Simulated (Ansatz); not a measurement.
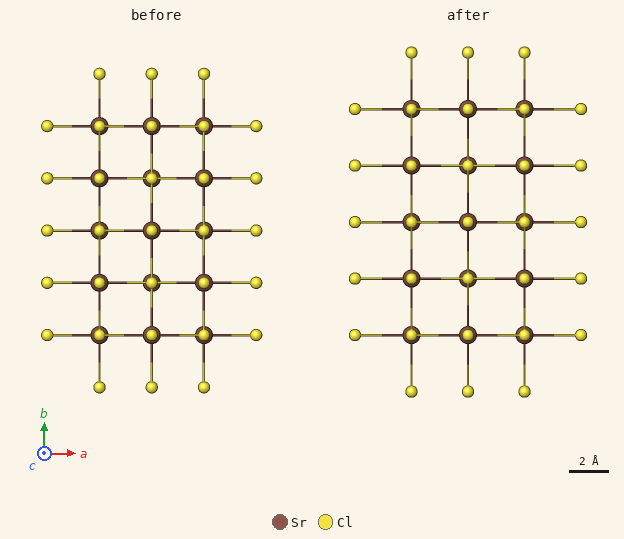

The structure of solid SrCl (a generated structure, set up in Fm-3m) (coarse preliminary run) before (left) and after (right) a relaxation, at one scale.

A ball-and-stick model of the conventional cell (4 times the calculation's cell), repeated 1 × 2 × 1 with one cell outlined, seen along the c axis. Lengths and directions refer to the drawn axes.

Case: S → Cl, Y → Sr on all its sites, cell and atoms relaxed.

Computed with DFT PBEsol, scalar-relativistic, plane waves, PAW (Ansatz).

Input
```yaml
crystal:
  lattice:
    - [0.0, 2.7428336831, 2.7428336831]
    - [2.7428336831, 0.0, 2.7428336831]
    - [2.7428336831, 2.7428336831, 0.0]
  atoms:
    - { symbol: Sr, position: [0.5, 0.5, 0.5] }
    - { symbol: Cl, position: [0.0, 0.0, 0.0] }
basis:
  ecutwfc: 420
kpoints:
  mp_grid: { grid: [6, 6, 6] }
hamiltonian:
  xc: pbesol
scf:
  occupations: { method: gaussian, width: 0.1 }
output:
  forces: true
  stress: true
  eigenvalues: true
relax:
  adjacent_minimum: "off"
  f_tol: 0.05
  max_steps: 60
  cell: { stress_tol: 0.5 }
```

Command:
```bash
ansatz run input.yaml --threads 1 --pin off --max-ram 2560MiB --backend cpu --events-out ev --progress --plain --runs-dir out
```

Describe what moved and what it gained.

Answer. After 3 accepted moves (4 points after the start) the energy has fallen by 177 meV per atom. All forces vanish by symmetry, so only the cell relaxes. Pressure: 13.45 GPa at the start and −0.38 GPa at the end. At 1 point the geometry stayed and the basis and grid were re-selected for the new cell (energy shift of 0.4 meV per atom at most each time). The atoms keep their places relative to the cell (all moves are under 0.005 Å). The drawn cell changes as follows: a = b = c 5.486 → 5.934 Å (+8.2 %); the volume changes by +26.6 %. Some distances before and after: Sr1–Cl2 2.743 → 2.967 Å. The space group stays Fm-3m (No. 225).
